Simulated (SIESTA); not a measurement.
**Ta2C: 7 runs along one coordinate**

System: Ta2C (P-3m1, 3 atoms in the cell).
Method: Kohn-Sham DFT of a periodic cell, LDA, PseudoDojo 0.4 standard, converted to PSML, no spin polarisation (SIESTA 5.4.2).

The 7 runs differ only in the geometry, by an even scaling of the cell at fixed fractional positions. The structure derives from an entry of the Crystallography Open Database.

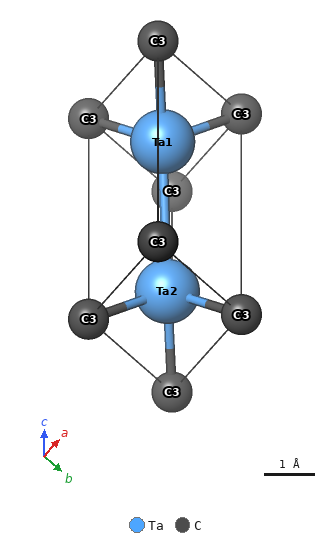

Figure 1. The structure of run 4 (ball-and-stick view of the cell of the calculation, seen at an oblique angle; atoms are numbered from 1 in the order of the input). An atom can appear more than once, as a periodic image.

### Input of run 4
```
SystemName                      Ta2C
SystemLabel                     Ta2C
NumberOfSpecies                 2
NumberOfAtoms                   3
%block ChemicalSpeciesLabel
  1  73 Ta
  2   6 C
%endblock ChemicalSpeciesLabel

LatticeConstant                 1.0 Ang
%block LatticeVectors
     3.1059000000     0.0000000000     0.0000000000
    -1.5529500000     2.6897883016     0.0000000000
     0.0000000000     0.0000000000     4.9464000000
%endblock LatticeVectors
AtomicCoordinatesFormat         Fractional
%block AtomicCoordinatesAndAtomicSpecies
     0.6666666667     0.3333333333     0.7479900000  1  Ta
     0.3333333333     0.6666666667     0.2520100000  1  Ta
     0.0000000000     0.0000000000     0.0000000000  2  C
%endblock AtomicCoordinatesAndAtomicSpecies

%block kgrid.MonkhorstPack
   10   0   0  0.0
    0  10   0  0.0
    0   0   6  0.0
%endblock kgrid.MonkhorstPack
XC.Functional                   LDA
XC.Authors                      PW92
PAO.BasisSize                   DZP
PAO.EnergyShift                 0.003 Ry
Mesh.Cutoff                     800 Ry
OccupationFunction              FD
ElectronicTemperature           0.05 eV
MaxSCFIterations                120
SCF.MustConverge                false
SCF.Mixer.Method                Pulay
SCF.Mixer.Weight                0.25
SCF.Mixer.History               8
SCF.DM.Tolerance                5.0e-05
SCF.H.Tolerance                 1.0e-03 eV
WriteForces                     true
Charge.Mulliken                 end
%block PAO.Basis
  Ta 5
  n=5 0 2
    3.138 0.000
  n=6 0 2
    7.656 0.000
  n=5 1 2
    3.782 0.000
  n=6 1 1
    7.656
  n=5 2 2
    7.124 0.000
%endblock PAO.Basis
```

Command:
```bash
siesta < Ta2C.fdf > Ta2C.out 2>&1
```

Run 2 differs from it as follows:
```diff
-     3.1059000000     0.0000000000     0.0000000000
-    -1.5529500000     2.6897883016     0.0000000000
-     0.0000000000     0.0000000000     4.9464000000
+     3.0639232327     0.0000000000     0.0000000000
+    -1.5319616163     2.6534353547     0.0000000000
+     0.0000000000     0.0000000000     4.8795485618
```

### Results, with one run withheld

```tsv
run	volume per atom (Å³)	free energy per atom, from the lowest run given (meV)	pressure (GPa)
1	12.948	14.82	11.28
2	13.223	?	?
3	13.499	0.00	−2.15
4	13.774	8.69	−7.85
5	14.050	26.69	−12.99
6	14.325	53.06	−17.56
7	14.601	86.93	−21.73
```

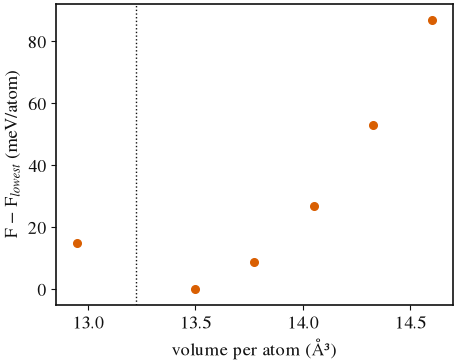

Figure 2. Free energy per atom of the runs given; the dotted line marks run 2.

Fit the runs given and predict run 2.

A cubic polynomial in V^(−2/3) (the Birch–Murnaghan form), fitted to the 6 runs given, misses them by at most 0.03 meV per atom. With x = V^(−2/3) − 0.17341 Å⁻², it reads F = 12.65 − 6946 x + 9.0313e+05 x² + 6.8326e+05 x³ (meV per atom). At run 2 it gives 1.65 meV per atom, and the run itself gives 1.66. The slope of the fit gives a pressure −dF/dV of 4.20 GPa there, and the run prints 4.21 GPa. The fit has its minimum at 13.402 Å³ per atom, where V d²F/dV² gives 304 GPa. Cell shape and fractional positions are held, so this is the stiffness under even scaling; the relaxed bulk modulus wasn't computed.

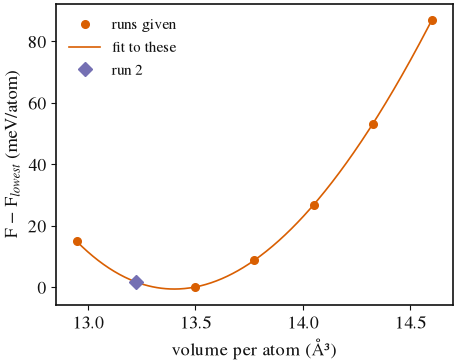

Figure 3. The fit and the withheld run.

### Some lines of the output (run 2)
```
[...]
outcell: Cell volume (Ang**3)        :     39.6704
stepf: Fermi-Dirac step function
siesta: Etot    =     -3704.048549
siesta: FreeEng =     -3704.058470
        iscf     Eharris(eV)        E_KS(eV)     FreeEng(eV)     dDmax    Ef(eV) dHmax(eV)
siesta: E_KS(eV) =            -3711.6369
siesta: E_KS - E_eggbox =     -3711.6369
siesta: Etot    =     -3711.636872
siesta: FreeEng =     -3711.642997
siesta:         Fermi =      -5.121966
siesta: Cell volume =         39.670350 Ang**3
    Orbital volume contribution        =           3.083357 eV
```

Notes: Points of doubt noted for this run: mulliken charges of long orbitals. Spin–orbit coupling is left out, which matters for Ta. With a small basis of atomic orbitals these values can differ much from converged plane-wave results.
